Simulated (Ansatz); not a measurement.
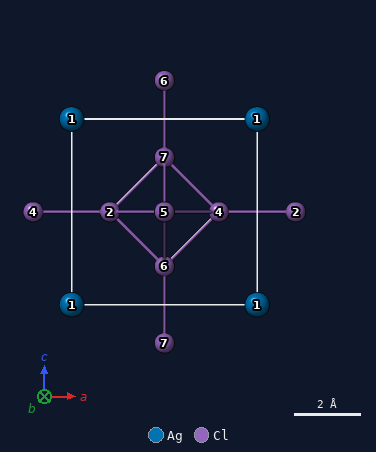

This is the input geometry for a relaxation of crystalline AgCl6 (a generated structure, set up in Pm-3m) (coarse preliminary run). Style: ball-and-stick. Shown: the cell of the calculation, along the b axis.

All numbers below come from Ansatz, DFT PBE, scalar-relativistic, plane waves, PAW.

Input
```yaml
crystal:
  lattice:
    - [5.66220942, 0.0, 0.0]
    - [0.0, 5.66220942, 0.0]
    - [0.0, 0.0, 5.66220942]
  atoms:
    - { symbol: Ag, position: [0.0, 0.0, 0.0] }
    - { symbol: Cl, position: [0.207, 0.5, 0.5] }
    - { symbol: Cl, position: [0.5, 0.207, 0.5] }
    - { symbol: Cl, position: [0.793, 0.5, 0.5] }
    - { symbol: Cl, position: [0.5, 0.793, 0.5] }
    - { symbol: Cl, position: [0.5, 0.5, 0.207] }
    - { symbol: Cl, position: [0.5, 0.5, 0.793] }
basis:
  ecutwfc: 420
kpoints:
  mp_grid: { grid: [4, 4, 4] }
hamiltonian:
  xc: pbe
scf:
  occupations: { method: gaussian, width: 0.1 }
  lower_state_search: "off"
output:
  forces: true
  stress: true
  eigenvalues: true
relax:
  adjacent_minimum: "off"
  f_tol: 0.04
  max_steps: 70
  cell: { stress_tol: 0.4 }
```

Launched with:
```bash
ansatz run input.yaml --threads 1 --pin off --max-ram 2048MiB --backend cpu --events-out ev --progress --plain --runs-dir out
```

Question: Where does the relaxation end?

Answer: The energy falls by 9.853 eV per cell of the calculation in 9 accepted moves (11 points after the start). The largest force component goes from 7.1 to 0.0022 eV/Å. The pressure goes from 23.23 to 0.03 GPa. The SCF was repeated twice at an unchanged geometry on a basis and grid sized afresh for the cell, which shifted the energy by 0.188 eV per cell of the calculation at most. The largest moves relative to the cell, 0.47 Å, are those of Cl2, Cl3, Cl4, Cl5, Cl6 and Cl7. Cl4 goes along +a. Ag stays in place. The volume changes by +109.6 %, with a = b = c 5.662 → 7.246 Å (+28.0 %). Some distances before and after: Cl2–Cl3 2.346 → 3.670 Å, Cl2–Cl4 2.344 → 2.056 Å. Bonds break: Cl2–Cl3 (2.35 → 3.67 Å), Cl2–Cl5 (2.35 → 3.67 Å), Cl2–Cl6 (2.35 → 3.67 Å), Cl2–Cl7 (2.35 → 3.67 Å). The space group stays Pm-3m (No. 221). The run took 73 s on 1 thread of Arm Neoverse V2, on a shared host, peak memory 0.53 GiB.

The structure at the end:

```
Ag Cl
1.0
     7.24575    0.00000    0.00000
     0.00000    7.24575    0.00000
     0.00000    0.00000    7.24575
Ag Cl
1 6
Direct
  0.00000 0.00000 0.00000
  0.14184 0.50000 0.50000
  0.50000 0.14184 0.50000
  0.85816 0.50000 0.50000
  0.50000 0.85816 0.50000
  0.50000 0.50000 0.14184
  0.50000 0.50000 0.85816
```

The end point in the same view:

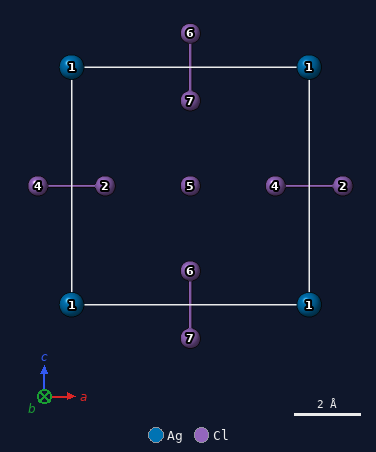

Limits of the set-up: an odd number of electrons was run without spin polarisation, which fails if the electron would localise.
